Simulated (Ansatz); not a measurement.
Si16HC16 (cell charge +1, with a compensating background) (cell with a defect)

Input

```
crystal:
  lattice:
    - [-4.3797259407, -4.3797259407, 4.3797259407]
    - [4.3797259407, -4.3797259407, -4.3797259407]
    - [4.3797259407, 4.3797259407, 4.3797259407]
  atoms:
    - { symbol: Si, position: [0.25, 0.75, 0.25] }
    - { symbol: Si, position: [0.0, 0.75, 0.5] }
    - { symbol: Si, position: [0.5, 0.5, 0.25] }
    - { symbol: Si, position: [0.25, 0.5, 0.5] }
    - { symbol: Si, position: [0.0, 0.5, 0.75] }
    - { symbol: Si, position: [0.75, 0.75, 0.75] }
    - { symbol: Si, position: [0.5, 0.75, 0.0] }
    - { symbol: Si, position: [0.0, 0.0, 0.25] }
    - { symbol: Si, position: [0.75, 0.25, 0.25] }
    - { symbol: Si, position: [0.5, 0.25, 0.5] }
    - { symbol: Si, position: [0.25, 0.25, 0.75] }
    - { symbol: Si, position: [0.0, 0.25, 0.0] }
    - { symbol: Si, position: [0.75, 0.5, 0.0] }
    - { symbol: Si, position: [0.75, 0.0, 0.5] }
    - { symbol: Si, position: [0.5, 0.0, 0.75] }
    - { symbol: Si, position: [0.25, 0.0, 0.0] }
    - { symbol: C, position: [0.25, 0.5, 0.25] }
    - { symbol: C, position: [0.0, 0.5, 0.5] }
    - { symbol: C, position: [0.5, 0.25, 0.25] }
    - { symbol: C, position: [0.25, 0.25, 0.5] }
    - { symbol: C, position: [0.0, 0.25, 0.75] }
    - { symbol: C, position: [0.75, 0.5, 0.75] }
    - { symbol: C, position: [0.5, 0.5, 0.0] }
    - { symbol: C, position: [1.0, 0.75, 0.25] }
    - { symbol: C, position: [0.75, 0.0, 0.25] }
    - { symbol: C, position: [0.5, 0.0, 0.5] }
    - { symbol: C, position: [0.25, 0.0, 0.75] }
    - { symbol: C, position: [0.0, 0.0, 0.0] }
    - { symbol: C, position: [0.75, 0.25, 0.0] }
    - { symbol: C, position: [0.75, 0.75, 0.5] }
    - { symbol: C, position: [0.5, 0.75, 0.75] }
    - { symbol: C, position: [0.25, 0.75, 0.0] }
    - { symbol: H, position: [0.0161628656, 0.0129275046, 0.7567699448] }
total_charge: 1
basis:
  ecutwfc: 420
  xc_grid: 2
kpoints:
  mp_grid: { grid: [2, 2, 2], shift: [0.5, 0.5, 0.5] }
hamiltonian:
  xc: pbe
scf:
  occupations: { method: gaussian, width: 0.02 }
output:
  forces: true
  stress: false
  eigenvalues: true
  write_density: true
  write_potential: true
  elf: true
  volumetric_format: npy
relax:
  adjacent_minimum: "off"
  f_tol: 0.02
  max_steps: 60
```

Run with:

```sh
ansatz run input.yaml --threads 4 --pin off --max-ram 8192MiB --backend cpu --events-out ev --progress --plain --runs-dir out
```

The fields are those of the relaxed geometry.

These are results of DFT PBE, scalar-relativistic, plane waves, PAW in Ansatz 0.2.0, not measurements.

**Predict the valence pseudo-density and electron localisation function between the atoms.**

C–H (1.12 Å): the density is about 1.7 e/Å³ at the midpoint; the ELF climbs to about 1 towards the hydrogen, as it does in any bond to H (a covalent bond by its length).
Si–C (1.89 Å): ρ is about 0.88 e/Å³ halfway; the ELF peaks at about 0.95 between the atoms (a shared electron pair).
Si–C (1.97 Å): ρ at the midpoint is about 0.69 e/Å³; the ELF peaks at about 0.90 between the atoms.

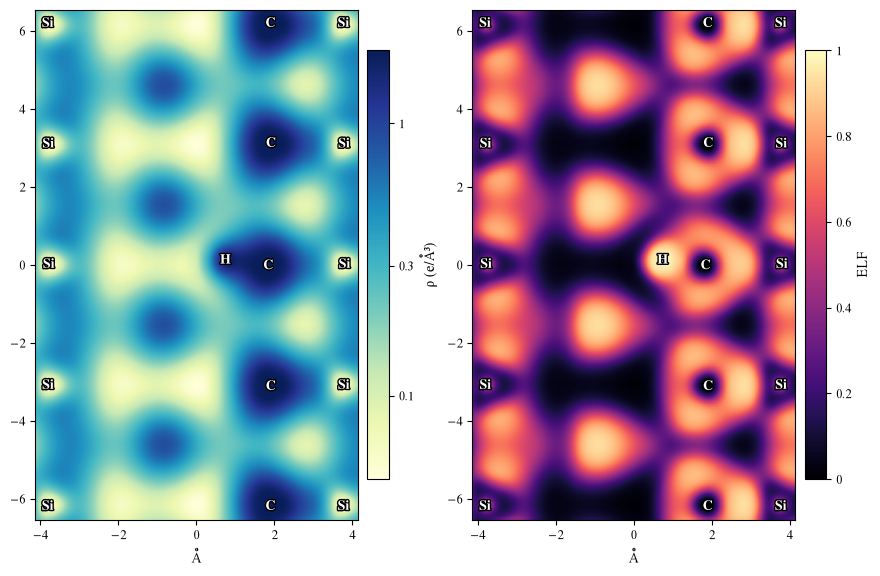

Computed valence pseudo-density and electron localisation function on the (011) plane of the calculation cell, in this order. Atoms just off the plane (Si, 0.9 Å away and C, 0.9 Å away) can leave unmarked features too.

The density is the valence pseudo-density of a PAW calculation; it isn't the true density close to the nuclei.
